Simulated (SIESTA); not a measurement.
System: Si (space group P6/mmm).

Method: DFT in numerical atomic orbitals with pseudopotentials, no spin polarisation; energies at scaled volumes of the given cell, shape and fractions fixed, counted from the fit's minimum, third-order Birch-Murnaghan fit (SIESTA 5.4.2). All runs: no spin polarisation.

```json
{"setting": "k mesh", "value": "12×12×11"}
{"setting": "occupations", "value": "Fermi–Dirac"}
{"setting": "smearing width", "value": "0.05 eV"}
{"setting": "potentials", "value": "PseudoDojo 0.4 standard, converted to PSML, two zetas on semicore shells"}
```

Describe the result: the pressure against volume, with one curve for each functional. The cases: PBEsol; LDA.

The fitted equilibrium volumes, smallest first, are LDA 14.604, PBEsol 14.833 Å³/atom. The fitted bulk moduli, smallest first, are PBEsol 111.4, LDA 111.9 GPa. For PBEsol, the pressure falls from 9.64 GPa at volume 13.79 Å³/atom to −4.69 GPa at 15.55 Å³/atom, and changes sign near 14.84 Å³/atom. For LDA, the pressure falls from 7.38 GPa at volume 13.79 Å³/atom to −6.02 GPa at 15.55 Å³/atom, and changes sign near 14.61 Å³/atom.

PBEsol:
| volume (Å³/atom) | pressure (GPa) |
| --- | --- |
| 13.79 | 9.64 |
| 14.08 | 6.55 |
| 14.37 | 3.76 |
| 14.67 | 1.30 |
| 14.96 | −0.92 |
| 15.25 | −2.92 |
| 15.55 | −4.69 |

LDA:
| volume (Å³/atom) | pressure (GPa) |
| --- | --- |
| 13.79 | 7.38 |
| 14.08 | 4.46 |
| 14.37 | 1.84 |
| 14.67 | −0.47 |
| 14.96 | −2.55 |
| 15.25 | −4.39 |
| 15.55 | −6.02 |

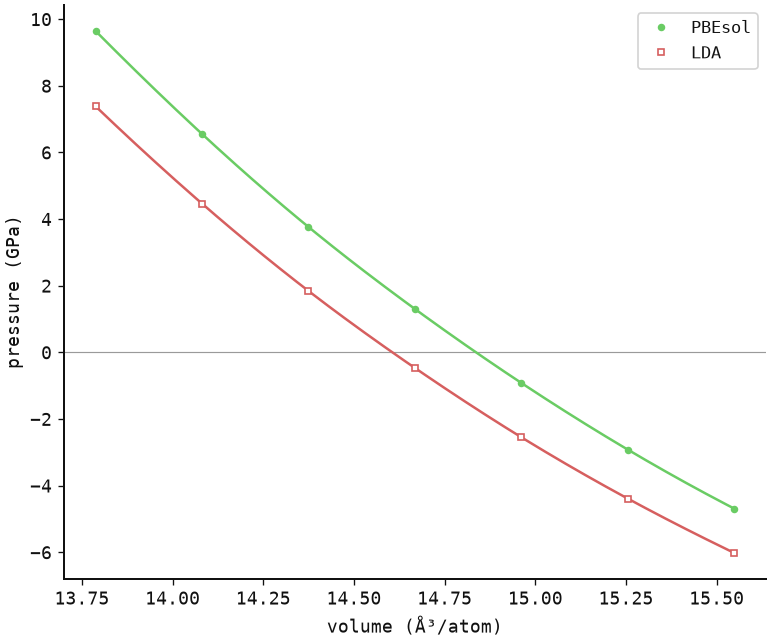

Caveats: mulliken charges of long orbitals; shape and atomic fractions are frozen while scaling, which makes layered, chain and framework solids too stiff.
